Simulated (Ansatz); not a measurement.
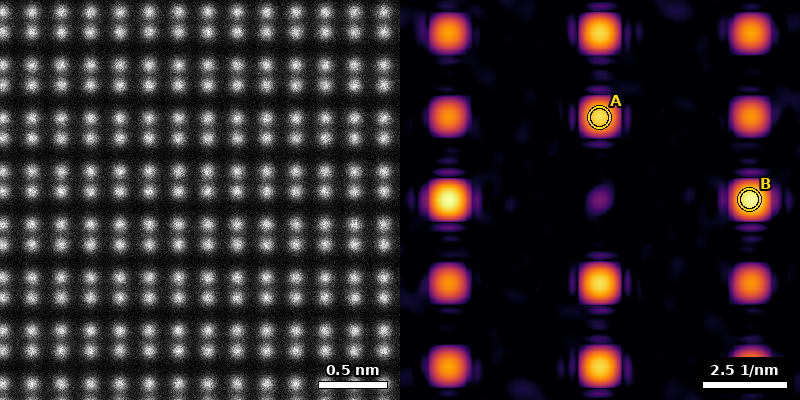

Integrated-DPC-like image of Sb (R-3m, No. 166) along [210]. Simulated as the projected potential of neutral atoms (B = 0.5 Å²) blurred by a 0.62 Å probe, the thin-sample limit of integrated differential phase contrast. Shot noise was added. Model: the input geometry of a calculation.

The right panel is the modulus of the image's Fourier transform on a logarithmic scale.

a = 4.400 Å, b = 4.400 Å, c = 11.948 Å, α = 90.00°, β = 90.00°, γ = 120.00°

Index the marked spots and give their plane spacings (the zone axis points at the viewer; indices equivalent by symmetry, or all signs reversed, are as good).

A: (0 0 -3), d = 3.98 Å; B: (1 -2 0), d = 2.20 Å. A and B enclose 90°, and every spot obeys the zone law hu + kv + lw = 0 for [210].
